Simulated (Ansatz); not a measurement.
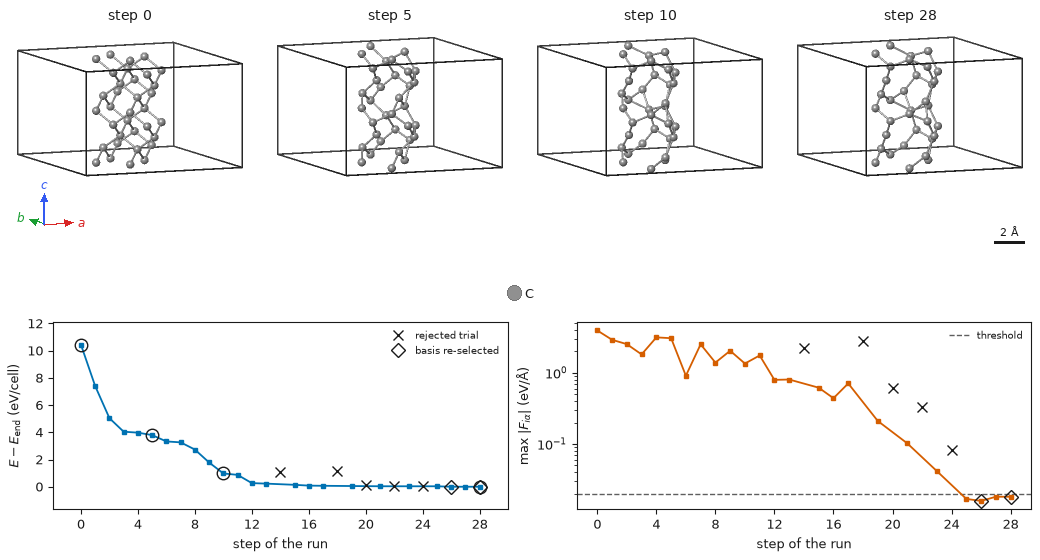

Frames of a relaxation of a wire of composition C, marked on the history of the run. Style: ball-and-stick. Shown: the 2 repeat of the cell, with the vacuum cut short (origin shifted), slightly off an axis.

Case: wire along [0 0 1], 15 atoms a period.

Method: DFT PBEsol, scalar-relativistic, plane waves, PAW in Ansatz 0.2.0.

The input:
```yaml
crystal:
  lattice:
    - [13.4, 0.0, 0.0]
    - [0.0, 14.6, 0.0]
    - [0.0, 0.0, 3.5538092272]
  atoms:
    - { symbol: C, position: [0.3342439726, 0.5, 0.5], spin: 0.3 }
    - { symbol: C, position: [0.5994536164, 0.5, 0.5], spin: 0.3 }
    - { symbol: C, position: [0.4005463836, 0.4391471023, 0.25], spin: 0.3 }
    - { symbol: C, position: [0.6657560274, 0.4391471023, 0.25], spin: 0.3 }
    - { symbol: C, position: [0.5994536164, 0.3782942045, 0.0], spin: 0.3 }
    - { symbol: C, position: [0.5994536164, 0.6217057955, 0.0], spin: 0.3 }
    - { symbol: C, position: [0.4005463836, 0.5608528977, 0.75], spin: 0.3 }
    - { symbol: C, position: [0.6657560274, 0.5608528977, 0.75], spin: 0.3 }
    - { symbol: C, position: [0.4668487945, 0.5, 0.0], spin: 0.3 }
    - { symbol: C, position: [0.5331512055, 0.4391471023, 0.75], spin: 0.3 }
    - { symbol: C, position: [0.5331512055, 0.6825586932, 0.75], spin: 0.3 }
    - { symbol: C, position: [0.4668487945, 0.3782942045, 0.5], spin: 0.3 }
    - { symbol: C, position: [0.4668487945, 0.6217057955, 0.5], spin: 0.3 }
    - { symbol: C, position: [0.5331512055, 0.3174413068, 0.25], spin: 0.3 }
    - { symbol: C, position: [0.5331512055, 0.5608528977, 0.25], spin: 0.3 }
basis:
  ecutwfc: 420
kpoints:
  mp_grid: { grid: [1, 1, 9] }
hamiltonian:
  xc: pbesol
scf:
  occupations: { method: gaussian, width: 0.05 }
  lower_state_search: "off"
output:
  forces: true
  stress: true
  eigenvalues: true
  populations: true
  write_density: true
  write_potential: true
  elf: true
  volumetric_format: npy
magnetization:
  spin_polarized: true
relax:
  adjacent_minimum: "off"
  f_tol: 0.02
  max_steps: 45
  cell: { fix: [a, b, alpha, beta, gamma], stress_tol: 0.03 }
```

Command:
```bash
ansatz run input.yaml --threads 4 --pin off --max-ram 11264MiB --backend cpu --events-out ev --progress --plain --runs-dir out
```

Describe the path.

Answer. C9 moves most relative to the centre of the atoms: 1.03 Å. Along the periodic axis the drawn cell goes c 7.108 → 7.469 Å (+5.1 %). Among the contacts that change: C9–C10 1.539 → 3.046 Å, C4–C8 2.513 → 1.418 Å, C10–C14 2.513 → 1.488 Å, C1–C9 2.513 → 2.027 Å. New bonds form, among them: C10–C14 (2.51 → 1.49 Å), C11–C15 (2.51 → 1.49 Å), C4–C8 (2.51 → 1.42 Å). Bonds break, among them: C9–C10 (1.54 → 3.05 Å), C9–C15 (1.54 → 3.05 Å). Bond angles that change, for instance: C3–C9–C7 109.5° → 177.0°, C11–C13–C15 109.5° → 60.6°, C4–C2–C8 109.5° → 142.2°. The energy falls by 10.442 eV per cell of the calculation in 21 accepted moves (28 points after the start). Largest force component: 3.9 eV/Å at the start, 0.018 eV/Å at the end. The line search rejected the trial steps at points 14, 18, 20, 22, 24 of the run. At 2 points the geometry stayed and the basis and grid were re-selected for the new cell (energy shift of 33.4 meV per cell of the calculation at most each time). The program noted that the starting moments weren't kept. The run may lie on a higher electronic state than the lowest, so the end point isn't shown to be the ground-state structure. The run took 8.5 min on 4 threads of Intel(R) Xeon(R) Platinum 8488C (Sapphire Rapids) (shared host), peak memory 1.5 GiB. From step 0 to 5: C atoms move most (0.59 Å), energy −6.647 eV per cell of the calculation. From step 5 to 10: C atoms move most (0.58 Å), energy −2.818 eV per cell of the calculation. From step 10 to 28: C1 moves most (0.56 Å), energy −0.976 eV per cell of the calculation.

```json
{"step": "0", "E − E(0), meV/atom": "0.00", "largest force component, eV/Å": "3.9138", "note": ""}
{"step": "1", "E − E(0), meV/atom": "-202.75", "largest force component, eV/Å": "2.8957", "note": ""}
{"step": "2", "E − E(0), meV/atom": "-360.11", "largest force component, eV/Å": "2.5164", "note": ""}
{"step": "3", "E − E(0), meV/atom": "-426.44", "largest force component, eV/Å": "1.8070", "note": ""}
{"step": "4", "E − E(0), meV/atom": "-431.09", "largest force component, eV/Å": "3.1324", "note": ""}
{"step": "5", "E − E(0), meV/atom": "-443.14", "largest force component, eV/Å": "3.0503", "note": ""}
{"step": "6", "E − E(0), meV/atom": "-474.18", "largest force component, eV/Å": "0.9074", "note": ""}
{"step": "7", "E − E(0), meV/atom": "-478.60", "largest force component, eV/Å": "2.5039", "note": ""}
{"step": "8", "E − E(0), meV/atom": "-513.83", "largest force component, eV/Å": "1.3866", "note": ""}
{"step": "9", "E − E(0), meV/atom": "-577.32", "largest force component, eV/Å": "2.0333", "note": ""}
{"step": "10", "E − E(0), meV/atom": "-631.01", "largest force component, eV/Å": "1.3450", "note": ""}
{"step": "11", "E − E(0), meV/atom": "-637.97", "largest force component, eV/Å": "1.7461", "note": ""}
{"step": "12", "E − E(0), meV/atom": "-678.35", "largest force component, eV/Å": "0.7940", "note": ""}
{"step": "13", "E − E(0), meV/atom": "-680.83", "largest force component, eV/Å": "0.8031", "note": ""}
{"step": "14", "E − E(0), meV/atom": "-622.25", "largest force component, eV/Å": "2.2115", "note": "rejected"}
{"step": "15", "E − E(0), meV/atom": "-686.68", "largest force component, eV/Å": "0.6167", "note": ""}
{"step": "16", "E − E(0), meV/atom": "-690.61", "largest force component, eV/Å": "0.4391", "note": ""}
{"step": "17", "E − E(0), meV/atom": "-691.47", "largest force component, eV/Å": "0.7077", "note": ""}
{"step": "18", "E − E(0), meV/atom": "-617.04", "largest force component, eV/Å": "2.7821", "note": "rejected"}
{"step": "19", "E − E(0), meV/atom": "-692.64", "largest force component, eV/Å": "0.2108", "note": ""}
{"step": "20", "E − E(0), meV/atom": "-689.91", "largest force component, eV/Å": "0.6197", "note": "rejected"}
{"step": "21", "E − E(0), meV/atom": "-693.77", "largest force component, eV/Å": "0.1022", "note": ""}
{"step": "22", "E − E(0), meV/atom": "-693.20", "largest force component, eV/Å": "0.3320", "note": "rejected"}
{"step": "23", "E − E(0), meV/atom": "-693.84", "largest force component, eV/Å": "0.0418", "note": ""}
{"step": "24", "E − E(0), meV/atom": "-693.84", "largest force component, eV/Å": "0.0813", "note": "rejected"}
{"step": "25", "E − E(0), meV/atom": "-693.87", "largest force component, eV/Å": "0.0170", "note": ""}
{"step": "26", "E − E(0), meV/atom": "-696.10", "largest force component, eV/Å": "0.0159", "note": "same geometry, new basis"}
{"step": "27", "E − E(0), meV/atom": "-696.08", "largest force component, eV/Å": "0.0182", "note": ""}
{"step": "28", "E − E(0), meV/atom": "-696.11", "largest force component, eV/Å": "0.0182", "note": "same geometry, new basis"}
```
